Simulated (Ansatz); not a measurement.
Geometry relaxation of Ca₃₂O₃₁H (charge −1) (part 2 of 2)

Continued. System: Ca₃₂O₃₁H (defect cell, 64 atoms in the cell, total charge −1). Method: DFT, PBEsol, PAW, plane waves (Ansatz 0.2.0); cutoff 420 eV, 1×1×1 k-mesh, Fermi–Dirac smearing of 0.01 eV. 

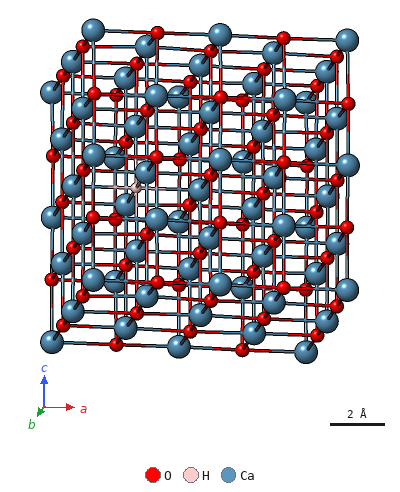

Fig. 1: The structure as given in the input (ball-and-stick view of the cell of the calculation, seen at an oblique angle).

```
SCF converged after 8 iterations
Free energy (F): -74898.709230 eV
Harris-Foulkes:  -74898.709230 eV  (|F-HF|=3.94e-8)
Internal energy: -74898.697205 eV  (E = F + TS)
E sigma→0 (E₀):  -74898.703218 eV
Entropy (-TS):   -0.012025 eV (-0.188 meV/atom)
Fermi energy:    11.741957 eV
--- Per-component energies (eV) ---
  E_band       = -3120.381616
  E_kinetic    = 14439.379941
  E_local      = -28242.654524  (includes V_loc(G=0)·N_el)
  E_nonlocal   = 3569.020522
  E_hartree    = 9376.028887
  E_xc         = -6687.396169
  E_vxc        = -8459.198872  (∫ρ·V_xc dr)
  E_paw        = -31499.324584  (= ΣΔE_a)
  E_vpaw       = -3179.065122  (= ΣTr[D̂ρ^β])
  E_aug_tail   = 0.073222  (compensation charges beyond the density's cutoff)
  E_ewald      = -35858.719844
  E_core_change = 4.895343  (= ΣΔE_core)
  E_smearing   = -0.012025  (= −TS)
  E_closure    = 0.000000  (closes the sum)
  E_deformation_potential = -19.573132  (in the stress; not in F)
  Σ components = -74898.709230   (vs F -74898.709230, Δ=0.00e0)
--- Forces (eV/Å), atoms counted from 1 ---
  atom   1  O     -0.00131131    -0.00031967     0.00480383
  atom   2  O      0.00240001     0.00115253     0.00149291
  atom   3  O     -0.00218393    -0.00113648     0.00412688
  atom   4  O     -0.00248478     0.00023408     0.00324594
  atom   5  O      0.00195429    -0.00007483     0.00167198
  atom   6  O     -0.00075590    -0.00045058     0.00445045
  atom   7  O     -0.00138265     0.00008970     0.00408923
  atom   8  O     -0.00035103    -0.00204433    -0.00038363
  atom   9  O      0.00004391    -0.00434187    -0.00464017
  atom  10  O     -0.00191229    -0.00092897    -0.00256844
  atom  11  O      0.00798440    -0.00672354     0.00041128
  atom  12  O      0.00512812    -0.00398567     0.00223125
  atom  13  O     -0.00065494     0.00462443    -0.00051108
  atom  14  O      0.00161477    -0.00296657     0.00031747
  atom  15  O      0.00030864    -0.00459234     0.00156888
  atom  16  O     -0.00114895    -0.00511394    -0.00110135
  atom  17  O     -0.00776850    -0.00388514     0.00301461
  atom  18  O      0.00586650    -0.00708601     0.00059045
  atom  19  O     -0.00894270    -0.00389482     0.00018058
  atom  20  O     -0.00145657    -0.00133486     0.00058037
  atom  21  O     -0.00362868    -0.00180518     0.00094333
  atom  22  O     -0.00593425    -0.00203661     0.00480191
  atom  23  O     -0.00683135     0.00126618    -0.00052626
  atom  24  O     -0.00424607     0.00834482     0.00025665
  atom  25  O     -0.00105109    -0.00760109     0.00094405
  atom  26  O     -0.00033871    -0.00592192     0.00135115
  atom  27  O      0.00091171    -0.00702103    -0.00543143
  atom  28  O      0.00014550     0.00514079    -0.00264840
  atom  29  O      0.00101509    -0.00171943     0.00274420
  atom  30  O      0.00279120     0.00021666     0.00002635
  atom  31  O     -0.00277587    -0.00326543    -0.00005462
  atom  32  H      0.00381714     0.00350984    -0.00763811
  atom  33  Ca    -0.00362614    -0.00260769    -0.00512510
  atom  34  Ca     0.00347589     0.00429497    -0.00068329
  atom  35  Ca     0.00227002     0.00353445     0.00017817
  atom  36  Ca    -0.00650187     0.00254049     0.00158503
  atom  37  Ca     0.00783137     0.00508700     0.00264260
  atom  38  Ca    -0.00436729    -0.00093013    -0.00304217
  atom  39  Ca     0.00049255     0.00015853    -0.00265879
  atom  40  Ca     0.00955131     0.00037875     0.00106315
  atom  41  Ca     0.00023878     0.00203877    -0.00004454
  atom  42  Ca    -0.00250458    -0.00502288     0.00149086
  atom  43  Ca    -0.00021441     0.00068987     0.00140455
  atom  44  Ca    -0.00228981     0.00776531     0.00585716
  atom  45  Ca    -0.00338882    -0.00371433    -0.00075707
  atom  46  Ca    -0.00016468     0.00005322    -0.00227180
  atom  47  Ca     0.00289724     0.00617302    -0.00249012
  atom  48  Ca    -0.00573792     0.00133034     0.00345534
  atom  49  Ca     0.00148616    -0.00134224     0.00146985
  atom  50  Ca     0.00281216     0.00830642    -0.00616070
  atom  51  Ca    -0.00212921    -0.00159468    -0.01125989
  atom  52  Ca     0.00395114     0.00271787     0.00276953
  atom  53  Ca    -0.00392186    -0.00535854    -0.00394687
  atom  54  Ca     0.00580770     0.00273485     0.00055308
  atom  55  Ca     0.00150879    -0.00120737    -0.00326507
  atom  56  Ca     0.00596796     0.00131194    -0.00287955
  atom  57  Ca    -0.00179084     0.00009715     0.00208899
  atom  58  Ca     0.00435161     0.00297201     0.00239274
  atom  59  Ca    -0.00077123     0.00908082     0.00051502
  atom  60  Ca     0.00012826     0.00550027     0.00153509
  atom  61  Ca     0.00455624     0.00013203    -0.00036675
  atom  62  Ca    -0.00348567     0.00468121    -0.00070355
  atom  63  Ca     0.00052747     0.00249487     0.00013022
  atom  64  Ca     0.00408007     0.00154170    -0.00199255
  max |Σ_I F_I| component: 1.76e-4 eV/Å
--- Charged-cell corrections in eV (Makov–Payne, q = -1.000 e, ε = 11.900) ---
  F (periodic)     = -74898.709230  (uncorrected; the corrections below are reported, never added to it)
  E_corr1          = +0.180032  (monopole, q²α_M/2εL)
  F Makov-Payne    = -74898.529198  (F + E_corr1; no measured alignment; for a localised charge, not one spread in a band: unchecked)
--- Band table (eV) ---
  k-point 0: bands = ["-29.5598", "-29.5317", "-29.5306", "-29.5286", "-29.5131", "-29.5126", "-29.4414", "-29.4152", "-29.4147", "-29.3984", ... 108 levels left out ..., "-10.3712", "-10.3684", "-10.3683", "-10.3584", "-10.3582", "-10.3361", "-10.3359", "-10.3318", "-10.3218", "-10.3217", "-7.4720", "-7.3098", "-7.3097", "-7.3012", "-7.1385", "-7.1381", "-7.0854", "-7.0737", "-7.0736", "-7.0309", "-7.0165", "-7.0164", "-7.0137", "-7.0069", "-7.0068", "-6.9403", "-6.8360", "-6.8358", "-6.7932",
      "-6.7893", "-6.7891", "-6.7661", "-6.7645", "-6.7644", "-6.7582", "-6.7579", "-6.7572", "-6.6125", "-6.5380", "-6.5311", "-6.5310", "5.0586", "5.2711", "5.2715", "5.2883", "5.3708", "5.6100", "5.6498", "5.6500", "5.6759", "5.6761", "5.7086", "5.7093", "5.7096", "5.7783", "5.7910", "5.7913", "5.9143", "5.9145", "5.9375", "5.9992", "6.1667", "6.1672", "6.1835", "6.2204", "6.2206", "6.2369", "6.2469", "6.2473",
      "6.3305", "6.3307", "6.3621", "6.4498", "6.5020", "6.5023", "6.5525", "6.5580", "6.5583", "6.5630", "6.5635", "6.5652", "6.5797", "6.5911", "6.5952", "6.5955", "6.6107", "6.6109", "6.6198", "6.6291", "6.6314", "6.6316", "6.6355", "6.6433", "6.6434", "6.6624", "6.6624", "6.7015", "6.7306", "6.7308", "6.7333", "6.7347", "6.7352", "6.7993", "6.8129", "6.8130", "6.8534", "6.8558", "6.8560", "6.8749",
      "6.8751", "6.8855", "6.9583", "6.9588", "6.9781", "7.0226", "7.0323", "7.0327", "7.0770", "7.0795", "7.0799", "7.0929", "7.0932", "7.1603", "7.1918", "7.2144", "7.2145", "7.2180", "7.2352", "7.2354", "7.2489", "7.3246", "7.3247", "7.3429", "7.4874", "7.4876", "11.7172", "11.7734", "11.7748", "12.2506", "12.2630", "12.2635", "12.5535", "12.5549", "12.7596", "13.1956", "13.1987", "13.1990", "13.2707", "13.2715",
      "13.2718", "13.3057", "13.4169", "13.4173", "13.4324", "13.5902", "13.6366", "13.6374", "13.7691", "13.7912", "13.7915", "13.9554", "14.0122", "14.0199", "14.0205", "14.2318", "14.2320", "14.2988", "14.2990", "14.3493", "14.3504", "14.3505", "14.4112", "14.5060", "14.6439", "14.6449", "14.7552", "14.9825", "14.9829", "15.0139", "15.0787", "15.0792", "15.0912", "15.1441", "15.1549", "15.1551", "15.1599", "15.1994", "15.2001", "15.2029",
      "15.2036", "15.2389", "15.2393", "15.2739", "15.2773", "15.2968", "15.2972", "15.3205", "15.3238", "15.3287", "15.3291"]
--- Relaxed structure (5 steps of the walk, 4 accepted, 0 SCFs on fresh bases) ---
  F+E_penalty+E_count = -74898.70923039 eV   max|allowed force component| = 1.126e-2 eV/Å
  atoms:
    - { symbol: O, position: [0.24968541923611876, 1.0004377318630397, 0.9994825223602785] }
    - { symbol: O, position: [0.24962184653253397, 0.00037636611237036024, 0.4995292908642285] }
    - { symbol: O, position: [0.24969585559327753, 0.5004424755146474, 0.9995857745392559] }
    - { symbol: O, position: [0.7497164829425862, 0.000440335906050981, 0.999496695608195] }
    - { symbol: O, position: [0.7496328290007458, 1.000433763801457, 0.49953169510787204] }
    - { symbol: O, position: [0.7496732763010027, 0.5004214373626568, 0.9994883626993958] }
    - { symbol: O, position: [0.7496446902652149, 0.5004242431083772, 0.49949026559720877] }
    - { symbol: O, position: [1.0000515967764558, 0.2509034463548876, 0.999909380055516] }
    - { symbol: O, position: [4.921583828442932e-6, 0.25090793770953945, 0.5008682039608666] }
    - { symbol: O, position: [-2.478673227806354e-5, 0.7501467905084498, -0.00037468753307727195] }
    - { symbol: O, position: [1.001690198812292, 0.7483640477750768, 0.49954011159933226] }
    - { symbol: O, position: [0.49925284842629614, 0.2508125993315147, 0.9995260267324475] }
    - { symbol: O, position: [0.4974292763947175, 0.2525856266082691, 0.4995645959092659] }
    - { symbol: O, position: [0.4992065011876086, 0.750082253185177, 0.9992329817774285] }
    - { symbol: O, position: [0.4992200795482531, 0.750111959280699, 0.4983023934612052] }
    - { symbol: O, position: [1.0000820937257822, 0.0009041098680819115, 0.24995683065205415] }
    - { symbol: O, position: [9.617324596197061e-5, 0.0005359116736205415, 0.7491981830922118] }
    - { symbol: O, position: [-5.9430781626595626e-5, 0.501793402360221, 0.24991400135989383] }
    - { symbol: O, position: [1.002000205077932, 0.5005475905259072, 0.7473424333795385] }
    - { symbol: O, position: [0.4993682386961731, 0.00048475306136391296, 0.24982260116878605] }
    - { symbol: O, position: [0.4993259904231316, 0.0001423998757346161, 0.7491301484507252] }
    - { symbol: O, position: [0.49749790402262173, 0.500487414802158, 0.25170141700170734] }
    - { symbol: O, position: [0.499397970828038, 0.4992164370009921, 0.7491643772576821] }
    - { symbol: O, position: [0.25093269110034827, 0.2507189773241331, 0.24995955439066977] }
    - { symbol: O, position: [0.24966303271491336, 0.25276577291495794, 0.7473601967108121] }
    - { symbol: O, position: [0.24961672421195455, 0.7482937421240974, 0.25178244085294604] }
    - { symbol: O, position: [0.24839743224504265, 0.7501971624334832, 0.749307671234197] }
    - { symbol: O, position: [0.7499572943069251, 0.2507718917694011, 0.25000933553774846] }
    - { symbol: O, position: [0.7496246861387389, 0.2507856322016778, 0.7492262098096574] }
    - { symbol: O, position: [0.7495672108149793, 0.750119052036688, 0.24987217083126495] }
    - { symbol: O, position: [0.7493423851257429, 0.7500793651982929, 0.7491772641039574] }
    - { symbol: H, position: [0.24950460304595903, 0.5003244351006876, 0.4998455407537041] }
    - { symbol: Ca, position: [0.9992870827593807, 0.00041825979413982414, 0.9995694606554106] }
    - { symbol: Ca, position: [-0.0019631515623220277, 0.00038405492159500354, 0.49940296935040773] }
    - { symbol: Ca, position: [0.9980634777598114, 0.5002356972851725, 0.9995528428851902] }
    - { symbol: Ca, position: [-0.009813797451452723, 0.5003086011020447, 0.4994689181572367] }
    - { symbol: Ca, position: [0.4999428230418212, 0.0004353301023403092, -0.0004073927980126783] }
    - { symbol: Ca, position: [0.5012505648374348, 1.0004303499473814, 0.4997700406739527] }
    - { symbol: Ca, position: [0.501180627009184, 0.5006120847804121, -0.00039329591605515013] }
    - { symbol: Ca, position: [0.5090747231285426, 0.5005294184051221, 0.49968317986802] }
    - { symbol: Ca, position: [0.24947273504896678, 0.24888237856886267, -0.000483656764754779] }
    - { symbol: Ca, position: [0.2495655563492041, 0.24088073253436035, 0.49948468931557904] }
    - { symbol: Ca, position: [0.24979410782251868, 0.7519764444126662, -0.00042566331246088725] }
    - { symbol: Ca, position: [0.24974624222202318, 0.759904164047297, 0.4996036431338447] }
    - { symbol: Ca, position: [0.7496132507049968, 0.25009487787178725, -0.0005006263977357275] }
    - { symbol: Ca, position: [0.7496337080091223, 0.24889282884264236, 0.4994061984171795] }
    - { symbol: Ca, position: [0.7496781911063642, 0.7507775258514091, -0.0003435830547392887] }
    - { symbol: Ca, position: [0.7497062019205442, 0.7519778766349002, 0.49967171343642064] }
    - { symbol: Ca, position: [0.24944732501938277, 0.00043527339761237414, 0.24799735515312407] }
    - { symbol: Ca, position: [0.2497679788048557, 1.0003382095478464, 0.7511692029793486] }
    - { symbol: Ca, position: [0.24957161759371554, 0.5003429792202948, 0.24015401716398072] }
    - { symbol: Ca, position: [0.24973201786476265, 0.5005093917922451, 0.7591063378818461] }
    - { symbol: Ca, position: [0.7496413005192571, 0.0004706004678312365, 0.24918808880633014] }
    - { symbol: Ca, position: [0.749669697492805, 1.0004292686753216, 0.7499665547188835] }
    - { symbol: Ca, position: [0.7495907354673348, 0.5002557230142277, 0.2480545899752812] }
    - { symbol: Ca, position: [0.7495830222655202, 0.5006275527614203, 0.7511251166664216] }
    - { symbol: Ca, position: [0.000733226254304306, 0.2515166455008788, 0.25061391572577485] }
    - { symbol: Ca, position: [0.9996171374575358, 0.2504085802609978, 0.7495705950642942] }
    - { symbol: Ca, position: [0.9996285801973172, 0.750396372406252, 0.24953873332023044] }
    - { symbol: Ca, position: [0.9995959830292337, 0.7503844145036819, 0.7495645236504478] }
    - { symbol: Ca, position: [0.49965168110508257, 0.2503804599450208, 0.2495390557163752] }
    - { symbol: Ca, position: [0.4997009710421918, 0.25031603313107476, 0.7495903900749301] }
    - { symbol: Ca, position: [0.49965666420030735, 0.7504574474818703, 0.24950081099362914] }
    - { symbol: Ca, position: [0.49855047816897946, 0.7493703580975771, 0.7485362851326414] }
--- Löwdin populations: 64 sites ---
  site symbol       q [e]
     0      O      7.3172
     1      O      7.3132
     2      O      7.3133
     3      O      7.3180
     4      O      7.3172
     5      O      7.3172
     6      O      7.3133
     7      O      7.3159
     8      O      7.3148
     9      O      7.3158
    10      O      7.3154
    11      O      7.3158
    12      O      7.3154
    13      O      7.3159
    14      O      7.3147
    15      O      7.3158
    16      O      7.3158
    17      O      7.3148
    18      O      7.3154
    19      O      7.3158
    20      O      7.3159
    21      O      7.3154
    22      O      7.3148
    23      O      7.3148
    24      O      7.3154
    25      O      7.3154
    26      O      7.3148
    27      O      7.3158
    28      O      7.3158
    29      O      7.3158
    30      O      7.3158
    31      H      1.6148
    32     Ca      8.3591
    33     Ca      8.3578
    34     Ca      8.3578
    35     Ca      8.3720
    36     Ca      8.3591
    37     Ca      8.3578
    38     Ca      8.3578
    39     Ca      8.3720
    40     Ca      8.3578
    41     Ca      8.3720
    42     Ca      8.3578
    43     Ca      8.3721
    44     Ca      8.3591
    45     Ca      8.3578
    46     Ca      8.3591
    47     Ca      8.3578
    48     Ca      8.3578
    49     Ca      8.3578
    50     Ca      8.3722
    51     Ca      8.3720
    52     Ca      8.3591
    53     Ca      8.3591
    54     Ca      8.3578
    55     Ca      8.3578
    56     Ca      8.3593
    57     Ca      8.3587
    58     Ca      8.3587
    59     Ca      8.3587
    60     Ca      8.3587
    61     Ca      8.3587
    62     Ca      8.3587
    63     Ca      8.3593
  spilling = 0.023728 (of n_electrons = 508.000000)
```
